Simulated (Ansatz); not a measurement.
```yaml
crystal:
  lattice:
    - [4.03481, -4.03481, 0.00000]
    - [4.06519, 4.06519, 0.00000]
    - [0.00000, 0.00000, 4.05000]
  atoms:
    - { symbol: K, position: [0.00000, 0.00000, 0.00000] }
    - { symbol: K, position: [0.50000, 0.50000, 0.00000] }
    - { symbol: Zn, position: [0.50000, 0.00000, 0.50000] }
    - { symbol: Zn, position: [0.00000, 0.50000, 0.50000] }
    - { symbol: F, position: [0.50000, 0.00000, 0.00000] }
    - { symbol: F, position: [0.00000, 0.50000, 0.00000] }
    - { symbol: F, position: [0.75000, 0.25000, 0.50000] }
    - { symbol: F, position: [0.25000, 0.75000, 0.50000] }
    - { symbol: F, position: [0.25000, 0.25000, 0.50000] }
    - { symbol: F, position: [0.75000, 0.75000, 0.50000] }
```

Space group Cmmm; changed on purpose from its base cell (strain +0.0075 x Voigt [0, 0, 0, 0, 0, 1], atoms carried along).

Theory: DFT r2SCAN, scalar-relativistic, plane waves, PAW in Ansatz.

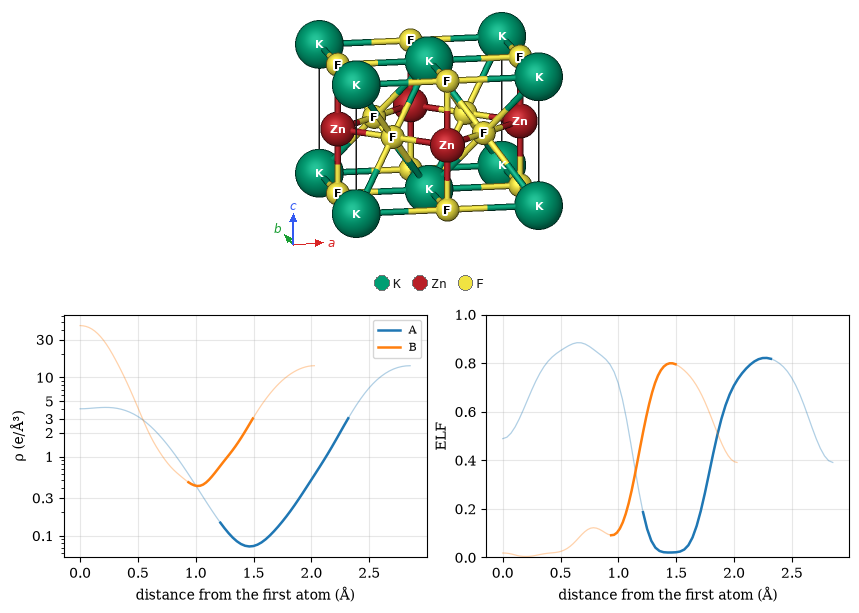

KZnF₃. Valence electron density and ELF along straight lines between neighbouring atoms. Thin, pale parts lie inside the atomic spheres. The structure is drawn too.

The density is the valence pseudo-density of a PAW calculation; it isn't the true density close to the nuclei.

Which curve belongs to which contact (K–F and Zn–F)? The first atom named is at distance zero.

Answer. Curve A: K–F (2.85 Å): ρ at the midpoint is about 0.07 e/Å³; the ELF is about 0 at the midpoint: an ionic contact with no shared pair. Curve B: Zn–F (2.02 Å): the density is about 0.43 e/Å³ at the midpoint; the ELF peaks at about 0.80 in the valence shell of F, 0.6 Å from its nucleus, and is about 0.10 at the midpoint: no shared electron pair shows on this line.
